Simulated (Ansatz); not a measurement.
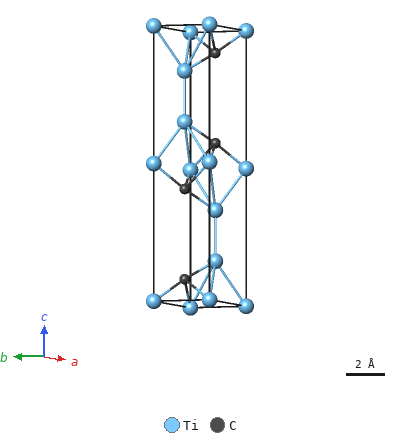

Fig. 1: The structure as given in the input (ball-and-stick view of the cell of the calculation, seen at an oblique angle). An atom can appear more than once, as a periodic image.

Ti₃C₂: geometry relaxation (part 1 of 2)

Ti₃C₂ (P6₃/mmc, 10 atoms in the cell), computed with DFT r2SCAN, scalar-relativistic, plane waves, PAW, no spin polarisation (Ansatz 0.2.0).

The structure derives from a Materials Project entry. It belongs to a series of runs on one base structure; here: volume × 0.94, shape and atoms relaxed.

**The program's output**
```
Engine: ansatz 0.2.0, x86_64-unknown-linux-gnu
Pseudopotentials: kind: paw
Pseudopotential: Ti, paw, valence charge 12, recommended cutoff 500 eV (meta_gga), Ti.paw.azcp
Pseudopotential: C, paw, valence charge 4, recommended cutoff 500 eV (meta_gga), C.paw.azcp
Functional definition: r2SCAN
  parameter k0 = 0.174
  parameter k1 = 0.065
  parameter a1 = 4.9479
  exchange = r2scan_x(k0 = k0, k1 = k1, a1 = a1)
  correlation = r2scan_c
Crystal: 10 atoms, lattice volume = 115.547 Å³
Basis set: ecut = 500 eV, 2981 PW (Γ), exchange–correlation on 96×96×432 points (64 copies of the dense FFT grid, shifted against one another)
Bands: 54, of which v1, the nominal top of the filled ones, is band 44 counted from 1 (43 counted from 0)
Symmetry: 24 space group operations
Space group: P63/mmc (ITA 194), of the structure as read, at distance tolerance 4.9e-5 Å
k-points: 57 of 576
Non-local potential: Ti, projectors of the file, l = 0: 3, l = 1: 2, l = 2: 3, l = 3: 1
Non-local potential: C, projectors of the file, l = 0: 2, l = 1: 2, l = 2: 1
PAW form: soft (Blöchl's): semilocal exchange-correlation on the pseudo side does not see the compensation charge
PAW frozen core: Ti, regenerated for the run's functional (the file was generated under x = pbe(κ = 0.804, μ = 0.2195149727645171), c = pbe(β = 0.06672455060314922))
PAW frozen core: C, regenerated for the run's functional (the file was generated under x = pbe(κ = 0.804, μ = 0.2195149727645171), c = pbe(β = 0.06672455060314922))
PAW one-centre angular grid: Ti, 590 points (default); XC on 160 Gauss nodes
PAW one-centre angular grid: C, 302 points (default); XC on 239 of its mesh's 2573 points in the sphere
Initial density: superposition of atomic densities (neutral atoms: chi_scale 0, normalization atom), corrected by the library's trained network
Initial wavefunctions: pseudopotential atomic-orbital guess
Functional: x = r2scan, c = r2scan; τ floored in thin density (d = 2e-4 eV/Å³)
SCF iter   1: F=—  HF=-16040.614966 eV  |F-HF|=—  |Δ(HF+E_count)|=         —  Δρ=1.75e-2  dr2=3.48e-1  dr2_τ=7.27e-1  ethr=1.77e-3  ⟨swp⟩=5.3  Hψ=12107  notcnv=0
preconditioner: auto → Kerker (q_TF=auto, 2.607 Å⁻¹)  [metal: Δε(μ)=0.074 eV  Ē_g=6.518 eV  σ=0.100 eV  W_gap=0.40  n_scr=42 (ndim 8)  ℏωp=21.8 eV  f_vac=0.000  D(μ)=1.88/eV (n_scr^D=8)]
SCF iter   2: F=—  HF=-16040.880585 eV  |F-HF|=—  |Δ(HF+E_count)|=   2.66e-1  Δρ=6.87e-3  dr2=4.49e-2  dr2_τ=5.22e-3  ethr=3.95e-4  ⟨swp⟩=2.2  Hψ=5997  notcnv=0  defer=195
SCF iter   3: F=—  HF=-16040.889005 eV  |F-HF|=—  |Δ(HF+E_count)|=   8.42e-3  Δρ=3.72e-3  dr2=1.38e-2  dr2_τ=6.49e-4  ethr=5.10e-5  ⟨swp⟩=2.0  Hψ=3653  notcnv=0  defer=195
SCF iter   4: F=—  HF=-16040.894055 eV  |F-HF|=—  |Δ(HF+E_count)|=   5.05e-3  Δρ=2.04e-3  dr2=1.07e-2  dr2_τ=5.40e-4  ethr=1.56e-5  ⟨swp⟩=2.1  Hψ=4390  notcnv=0  defer=195
SCF iter   5: F=—  HF=-16040.893354 eV  |F-HF|=—  |Δ(HF+E_count)|=   7.01e-4  Δρ=6.24e-4  dr2=6.10e-4  dr2_τ=2.16e-5  ethr=1.21e-5  ⟨swp⟩=2.0  Hψ=3534  notcnv=0  defer=195
SCF iter   6: F=—  HF=-16040.893348 eV  |F-HF|=—  |Δ(HF+E_count)|=   6.33e-6  Δρ=2.52e-4  dr2=2.10e-4  dr2_τ=1.29e-5  ethr=6.93e-7  ⟨swp⟩=2.0  Hψ=4017  notcnv=0  defer=195
SCF iter   7: F=—  HF=-16040.893337 eV  |F-HF|=—  |Δ(HF+E_count)|=   1.03e-5  Δρ=1.07e-4  dr2=4.15e-5  dr2_τ=7.30e-7  ethr=2.39e-7  ⟨swp⟩=2.0  Hψ=3184  notcnv=0  defer=195
SCF iter   8: F=—  HF=-16040.893333 eV  |F-HF|=—  |Δ(HF+E_count)|=   4.69e-6  Δρ=2.15e-5  dr2=1.25e-6  dr2_τ=3.27e-8  ethr=4.72e-8  ⟨swp⟩=2.0  Hψ=3978  notcnv=0  defer=195
SCF iter   9: F=—  HF=-16040.893333 eV  |F-HF|=—  |Δ(HF+E_count)|=   6.83e-8  Δρ=8.98e-6  dr2=1.56e-7  dr2_τ=7.50e-9  ethr=1.42e-9  ⟨swp⟩=2.0  Hψ=3782  notcnv=0  defer=195
SCF iter  10: F=-16040.893333 eV  HF=-16040.893333 eV  |F-HF|=9.84e-10  |Δ(HF+E_count)|=   3.97e-9  Δρ=1.18e-6  dr2=2.87e-9  dr2_τ=1.62e-10  ethr=1.14e-10  ⟨swp⟩=10.2  Hψ=11566  notcnv=0
SCF 1 converged in 10 iterations: F = -16040.893333 eV  dr2 = 2.87e-9
  greatest PAW one-centre occupation: 1.002 electrons in one spin orbital (limit 2), on the Ti atom at site 4 (counted from 0), in its partial waves of l = 1
relax step   1: F+E_penalty+E_count = -16040.89333285 eV  Δ(F+E_penalty+E_count) = +0.000e0 eV  max|allowed force component| = 4.562e-1 eV/Å  Δτ_max = 0.0000 Å  P = +12.382 GPa  Ω = 115.547 Å³  fix = [volume]  reactions: volume +12.382 GPa  (10 SCF iters, dr2 threshold 1.00e-7 eV, accepted)
Basis set: ecut = 500 eV, 3005 PW (Γ), exchange–correlation on 96×96×432 points (64 copies of the dense FFT grid, shifted against one another)
Initial density: handed on by an earlier stage of this run
Initial wavefunctions: those handed on with the density
iter 1 solved again at ethr=2.80e-4 eV; its pass at ethr=3.10e-3 eV (dr2=2.47e-1 eV) is discarded
SCF iter   1: F=—  HF=-16040.797445 eV  |F-HF|=—  |Δ(HF+E_count)|=         —  Δρ=6.36e-3  dr2=2.06e-1  dr2_τ=2.57e-1  ethr=2.80e-4  ⟨swp⟩=1.4  Hψ=13083  notcnv=0
preconditioner: auto → Kerker (q_TF=auto, 2.607 Å⁻¹)  [metal: Δε(μ)=0.031 eV  Ē_g=6.275 eV  σ=0.100 eV  W_gap=0.17  n_scr=42 (ndim 8)  ℏωp=21.8 eV  f_vac=0.000  D(μ)=2.50/eV (n_scr^D=8)]
SCF iter   2: F=—  HF=-16040.917429 eV  |F-HF|=—  |Δ(HF+E_count)|=   1.20e-1  Δρ=3.31e-3  dr2=3.08e-2  dr2_τ=1.45e-3  ethr=2.34e-4  ⟨swp⟩=2.7  Hψ=4386  notcnv=0  defer=1
SCF iter   3: F=—  HF=-16040.914727 eV  |F-HF|=—  |Δ(HF+E_count)|=   2.70e-3  Δρ=1.58e-3  dr2=1.82e-2  dr2_τ=4.13e-4  ethr=3.50e-5  ⟨swp⟩=2.0  Hψ=4361  notcnv=0  defer=2
SCF iter   4: F=—  HF=-16040.913132 eV  |F-HF|=—  |Δ(HF+E_count)|=   1.59e-3  Δρ=6.66e-4  dr2=1.71e-3  dr2_τ=3.46e-5  ethr=2.07e-5  ⟨swp⟩=2.0  Hψ=3302  notcnv=0  defer=2
SCF iter   5: F=—  HF=-16040.912824 eV  |F-HF|=—  |Δ(HF+E_count)|=   3.08e-4  Δρ=3.05e-4  dr2=5.73e-4  dr2_τ=1.27e-5  ethr=1.94e-6  ⟨swp⟩=2.0  Hψ=3836  notcnv=0  defer=2
SCF iter   6: F=—  HF=-16040.912759 eV  |F-HF|=—  |Δ(HF+E_count)|=   6.50e-5  Δρ=1.84e-4  dr2=4.60e-5  dr2_τ=2.95e-6  ethr=6.52e-7  ⟨swp⟩=2.0  Hψ=3965  notcnv=0  defer=2
SCF iter   7: F=—  HF=-16040.912757 eV  |F-HF|=—  |Δ(HF+E_count)|=   2.15e-6  Δρ=4.77e-5  dr2=3.74e-6  dr2_τ=1.88e-7  ethr=5.23e-8  ⟨swp⟩=2.0  Hψ=4226  notcnv=0  defer=2
SCF iter   8: F=-16040.912757 eV  HF=-16040.912757 eV  |F-HF|=1.91e-8  |Δ(HF+E_count)|=   3.16e-7  Δρ=1.07e-5  dr2=1.47e-7  dr2_τ=5.18e-9  ethr=1.14e-9  ⟨swp⟩=8.3  Hψ=12389  notcnv=0
SCF 2 converged in 8 iterations: F = -16040.912757 eV  dr2 = 1.47e-7
relax step   2: F+E_penalty+E_count = -16040.91275728 eV  Δ(F+E_penalty+E_count) = -1.942e-2 eV  max|allowed force component| = 1.162e-1 eV/Å  Δτ_max = 0.0313 Å  P = +10.037 GPa  Ω = 115.547 Å³  fix = [volume]  reactions: volume +10.037 GPa  (8 SCF iters, dr2 threshold 1.00e-6 eV, accepted)
iter 1 solved again at ethr=1.49e-5 eV; its pass at ethr=3.10e-3 eV (dr2=1.31e-2 eV) is discarded
SCF iter   1: F=—  HF=-16040.910935 eV  |F-HF|=—  |Δ(HF+E_count)|=         —  Δρ=1.48e-3  dr2=1.12e-2  dr2_τ=1.15e-2  ethr=1.49e-5  ⟨swp⟩=1.2  Hψ=12103  notcnv=0
preconditioner: auto → Kerker (q_TF=auto, 2.607 Å⁻¹)  [metal: Δε(μ)=0.037 eV  Ē_g=6.353 eV  σ=0.100 eV  W_gap=0.20  n_scr=42 (ndim 8)  ℏωp=21.8 eV  f_vac=0.000  D(μ)=2.05/eV (n_scr^D=8)]
SCF iter   2: F=—  HF=-16040.915345 eV  |F-HF|=—  |Δ(HF+E_count)|=   4.41e-3  Δρ=7.50e-4  dr2=1.27e-3  dr2_τ=8.78e-5  ethr=1.28e-5  ⟨swp⟩=2.1  Hψ=3866  notcnv=0
SCF iter   3: F=—  HF=-16040.915239 eV  |F-HF|=—  |Δ(HF+E_count)|=   1.06e-4  Δρ=3.47e-4  dr2=8.43e-4  dr2_τ=1.60e-5  ethr=1.44e-6  ⟨swp⟩=2.0  Hψ=3893  notcnv=0
SCF iter   4: F=—  HF=-16040.915163 eV  |F-HF|=—  |Δ(HF+E_count)|=   7.65e-5  Δρ=1.33e-4  dr2=6.49e-5  dr2_τ=1.31e-6  ethr=9.58e-7  ⟨swp⟩=2.0  Hψ=3408  notcnv=0
SCF iter   5: F=—  HF=-16040.915151 eV  |F-HF|=—  |Δ(HF+E_count)|=   1.11e-5  Δρ=5.64e-5  dr2=1.85e-5  dr2_τ=3.97e-7  ethr=7.38e-8  ⟨swp⟩=2.0  Hψ=3901  notcnv=0
SCF iter   6: F=—  HF=-16040.915150 eV  |F-HF|=—  |Δ(HF+E_count)|=   1.60e-6  Δρ=3.63e-5  dr2=1.71e-6  dr2_τ=1.33e-7  ethr=2.10e-8  ⟨swp⟩=2.0  Hψ=3981  notcnv=0
SCF iter   7: F=-16040.915150 eV  HF=-16040.915150 eV  |F-HF|=1.59e-7  |Δ(HF+E_count)|=   1.51e-7  Δρ=1.05e-5  dr2=2.33e-7  dr2_τ=8.05e-9  ethr=9.59e-10  ⟨swp⟩=7.4  Hψ=12070  notcnv=0
SCF 3 converged in 7 iterations: F = -16040.915150 eV  dr2 = 2.33e-7
  greatest PAW one-centre occupation: 1.002 electrons in one spin orbital (limit 2), on the Ti atom at site 5 (counted from 0), in its partial waves of l = 1
relax step   3: F+E_penalty+E_count = -16040.91514958 eV  Δ(F+E_penalty+E_count) = -2.392e-3 eV  max|allowed force component| = 4.610e-2 eV/Å  Δτ_max = 0.0064 Å  P = +10.458 GPa  Ω = 115.547 Å³  fix = [volume]  reactions: volume +10.458 GPa  (7 SCF iters, dr2 threshold 8.44e-7 eV, accepted)
iter 1 solved again at ethr=1.02e-7 eV; its pass at ethr=3.10e-3 eV (dr2=9.02e-5 eV) is discarded
SCF iter   1: F=—  HF=-16040.915338 eV  |F-HF|=—  |Δ(HF+E_count)|=         —  Δρ=2.06e-4  dr2=1.02e-4  dr2_τ=1.25e-4  ethr=1.02e-7  ⟨swp⟩=2.1  Hψ=12997  notcnv=0
preconditioner: auto → Kerker (q_TF=auto, 2.607 Å⁻¹)  [metal: Δε(μ)=0.042 eV  Ē_g=6.339 eV  σ=0.100 eV  W_gap=0.23  n_scr=42 (ndim 8)  ℏωp=21.8 eV  f_vac=0.000  D(μ)=2.09/eV (n_scr^D=8)]
SCF iter   2: F=—  HF=-16040.915345 eV  |F-HF|=—  |Δ(HF+E_count)|=   6.23e-6  Δρ=1.11e-4  dr2=1.36e-5  dr2_τ=9.76e-7  ethr=1.02e-7  ⟨swp⟩=2.0  Hψ=3901  notcnv=0
SCF iter   3: F=—  HF=-16040.915343 eV  |F-HF|=—  |Δ(HF+E_count)|=   2.10e-6  Δρ=5.67e-5  dr2=6.04e-6  dr2_τ=1.24e-7  ethr=1.55e-8  ⟨swp⟩=2.1  Hψ=4094  notcnv=0
SCF iter   4: F=—  HF=-16040.915342 eV  |F-HF|=—  |Δ(HF+E_count)|=   8.42e-7  Δρ=1.29e-5  dr2=3.90e-7  dr2_τ=1.08e-8  ethr=6.86e-9  ⟨swp⟩=2.0  Hψ=4212  notcnv=0
SCF iter   5: F=-16040.915342 eV  HF=-16040.915342 eV  |F-HF|=4.17e-8  |Δ(HF+E_count)|=   5.61e-9  Δρ=4.52e-6  dr2=5.86e-8  dr2_τ=1.91e-9  ethr=1.51e-10  ⟨swp⟩=5.8  Hψ=10309  notcnv=0
SCF 4 converged in 5 iterations: F = -16040.915342 eV  dr2 = 5.86e-8
relax step   4: F+E_penalty+E_count = -16040.91534175 eV  Δ(F+E_penalty+E_count) = -1.922e-4 eV  max|allowed force component| = 1.235e-2 eV/Å  Δτ_max = 0.0018 Å  P = +10.459 GPa  Ω = 115.547 Å³  energy of the carried Pulay correction = -1.151e-17 eV  fix = [volume]  reactions: volume +10.459 GPa  (5 SCF iters, dr2 threshold 1.33e-7 eV, accepted)
iter 1 solved again at ethr=3.15e-8 eV; its pass at ethr=3.10e-3 eV (dr2=2.77e-5 eV) is discarded
SCF iter   1: F=—  HF=-16040.915342 eV  |F-HF|=—  |Δ(HF+E_count)|=         —  Δρ=9.99e-5  dr2=2.05e-5  dr2_τ=5.50e-5  ethr=3.15e-8  ⟨swp⟩=2.2  Hψ=13115  notcnv=0
preconditioner: auto → Kerker (q_TF=auto, 2.607 Å⁻¹)  [metal: Δε(μ)=0.046 eV  Ē_g=6.337 eV  σ=0.100 eV  W_gap=0.25  n_scr=42 (ndim 8)  ℏωp=21.8 eV  f_vac=0.000  D(μ)=2.10/eV (n_scr^D=8)]
SCF iter   2: F=—  HF=-16040.915373 eV  |F-HF|=—  |Δ(HF+E_count)|=   3.19e-5  Δρ=5.30e-5  dr2=7.01e-6  dr2_τ=1.16e-7  ethr=2.33e-8  ⟨swp⟩=2.1  Hψ=5244  notcnv=0
SCF iter   3: F=—  HF=-16040.915362 eV  |F-HF|=—  |Δ(HF+E_count)|=   1.12e-5  Δρ=1.44e-5  dr2=1.02e-6  dr2_τ=2.01e-8  ethr=7.97e-9  ⟨swp⟩=2.0  Hψ=3939  notcnv=0
SCF iter   4: F=—  HF=-16040.915362 eV  |F-HF|=—  |Δ(HF+E_count)|=   1.05e-7  Δρ=7.66e-6  dr2=1.49e-7  dr2_τ=5.92e-9  ethr=1.16e-9  ⟨swp⟩=2.0  Hψ=3582  notcnv=0
SCF iter   5: F=—  HF=-16040.915362 eV  |F-HF|=—  |Δ(HF+E_count)|=   1.13e-8  Δρ=7.22e-6  dr2=1.82e-7  dr2_τ=6.13e-9  ethr=1.69e-10  ⟨swp⟩=2.1  Hψ=4786  notcnv=0
SCF iter   6: F=-16040.915362 eV  HF=-16040.915362 eV  |F-HF|=1.30e-9  |Δ(HF+E_count)|=   1.50e-8  Δρ=1.56e-6  dr2=3.47e-9  dr2_τ=1.02e-10  ethr=1.08e-11  ⟨swp⟩=3.6  Hψ=10690  notcnv=0
SCF 5 converged in 6 iterations: F = -16040.915362 eV  dr2 = 3.47e-9
relax step   5: F+E_penalty+E_count = -16040.91536206 eV  Δ(F+E_penalty+E_count) = -2.031e-5 eV  max|allowed force component| = 1.335e-3 eV/Å  Δτ_max = 0.0004 Å  P = +10.417 GPa  Ω = 115.547 Å³  energy of the carried Pulay correction = -3.454e-17 eV  fix = [volume]  reactions: volume +10.417 GPa  (6 SCF iters, dr2 threshold 9.53e-9 eV, accepted)
Initial wavefunctions: pseudopotential atomic-orbital guess (no wavefunctions were taken with the density)
iter 1 solved again at ethr=1.27e-7 eV; its pass at ethr=3.10e-3 eV (dr2=1.12e-4 eV) is discarded
SCF iter   1: F=—  HF=-16040.915363 eV  |F-HF|=—  |Δ(HF+E_count)|=         —  Δρ=2.06e-5  dr2=1.71e-8  dr2_τ=5.42e-8  ethr=1.27e-7  ⟨swp⟩=3.4  Hψ=19442  notcnv=0
eigensolver tolerance schedule: the retry pair's looser diagonalisation over-reported the residual by 6527.13 of it (diagonalisation noise at 0.37 of the residual, at the tolerance the schedule requests for it); recorded, not acted on — ethr = c·dr2/N_el stays at c = 1.0e-1
preconditioner: auto → Kerker (q_TF=auto, 2.607 Å⁻¹)  [metal: Δε(μ)=0.045 eV  Ē_g=6.337 eV  σ=0.100 eV  W_gap=0.24  n_scr=42 (ndim 8)  ℏωp=21.8 eV  f_vac=0.000  D(μ)=2.10/eV (n_scr^D=8)]
SCF iter   2: F=—  HF=-16040.915355 eV  |F-HF|=—  |Δ(HF+E_count)|=   7.49e-6  Δρ=1.05e-5  dr2=5.21e-9  dr2_τ=3.19e-8  ethr=1.95e-11  ⟨swp⟩=3.0  Hψ=6263  notcnv=0
SCF iter   3: F=—  HF=-16040.915356 eV  |F-HF|=—  |Δ(HF+E_count)|=   6.01e-7  Δρ=1.61e-6  dr2=5.15e-9  dr2_τ=4.59e-10  ethr=5.92e-12  ⟨swp⟩=2.0  Hψ=5255  notcnv=0
SCF iter   4: F=-16040.915356 eV  HF=-16040.915356 eV  |F-HF|=9.64e-11  |Δ(HF+E_count)|=   3.75e-9  Δρ=3.91e-7  dr2=3.80e-10  dr2_τ=2.11e-11  ethr=1.00e-12  ⟨swp⟩=4.7  Hψ=11149  notcnv=0
SCF 6 converged in 4 iterations: F = -16040.915356 eV  dr2 = 3.80e-10
relax step   6: F+E_penalty+E_count = -16040.91535599 eV  Δ(F+E_penalty+E_count) = +6.074e-6 eV  max|allowed force component| = 1.330e-3 eV/Å  Δτ_max = 0.0000 Å  P = +10.416 GPa  Ω = 115.547 Å³  fix = [volume]  reactions: volume +10.416 GPa  stress off target by 2.77e-2 GPa on what of the cell is left free  SCF on the basis re-selected at this cell (its energy is not comparable with the rows above)  (4 SCF iters)
```

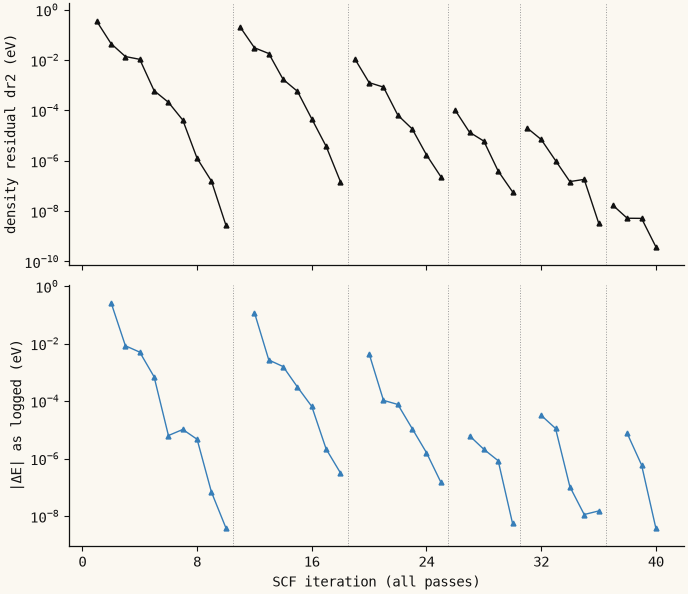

Fig. 2: Convergence of the self-consistent field: density residual dr2 and size of the energy change against the SCF iteration. The dotted lines part the SCF passes of the relaxation: geometry steps, rejected trials and re-solves on a re-selected basis. The 6 passes take 4 to 10 iterations each, 40 in all.

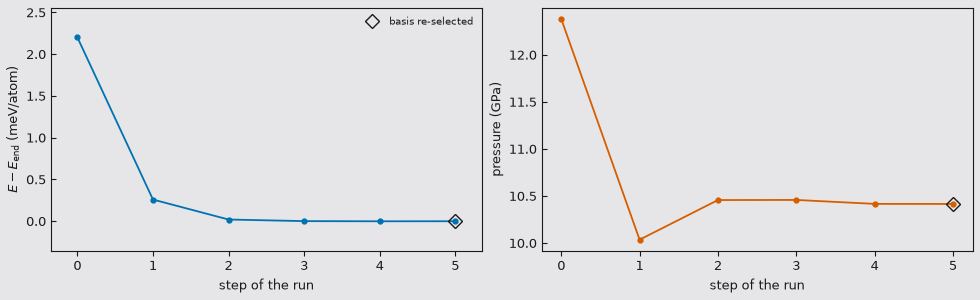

Fig. 3: Progress of the relaxation, step by step (the first geometry is step 0 here and step 1 in the log).
